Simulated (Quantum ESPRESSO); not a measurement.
```
Co O
1.0
    -0.01583   -2.11431    2.11983
    -0.00092    2.13330    2.13882
    -4.26285   -0.01491    0.01674
Co O
2 2
Direct
  0.49916 0.51456 0.46511
  0.98022 0.95240 0.03434
  0.49745 0.53293 0.01406
  0.02317 0.00011 0.48648
```

Space group P1; not relaxed (largest force 1.8 eV/Å); computed pressure about 8 GPa in this cell; spin-polarised.

All numbers below come from Quantum ESPRESSO 7.5, Kohn-Sham DFT of a periodic cell, PBE, SSSP 1.3 efficiency PBE.

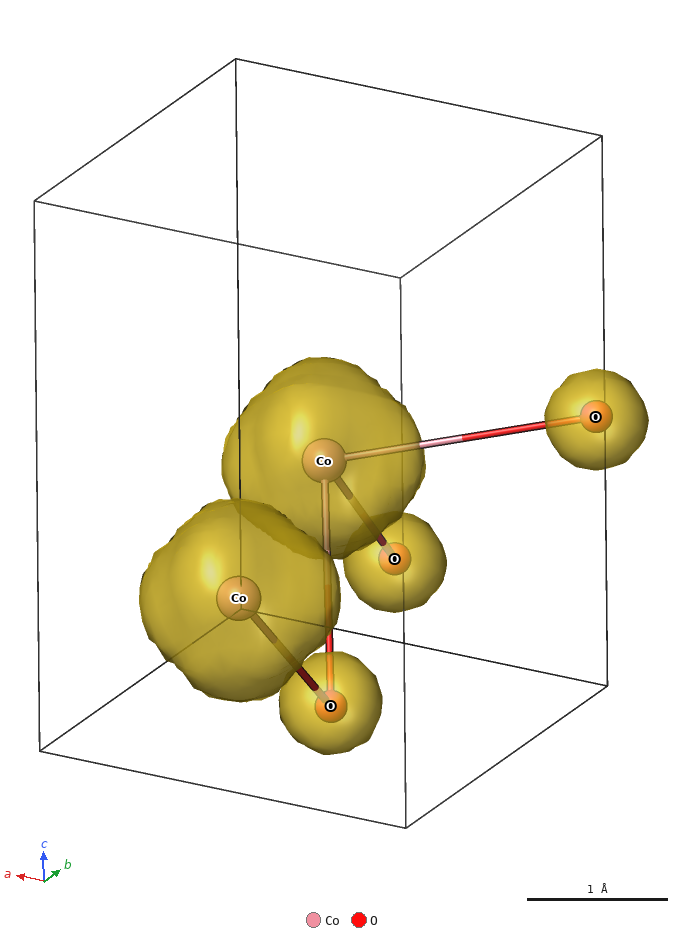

CoO. Isosurface of the magnetisation density (up minus down) at +0.4 e/Å³ (yellow), seen at an oblique angle. Sticks mark near contacts.

The density is the valence pseudo-density of a pseudopotential calculation; it isn't the true density close to the nuclei.

Question: Which atoms carry the moments, and with what signs?

Answer: The spin density sits on Co: +2.4 μB (×2) in one cell of 4 atoms, with smaller moments on other sites: O (up to +0.35 μB): parallel main moments (a ferromagnetic arrangement) in this solution. The cell of the calculation (4 atoms) carries 6.0 μB of net spin moment.
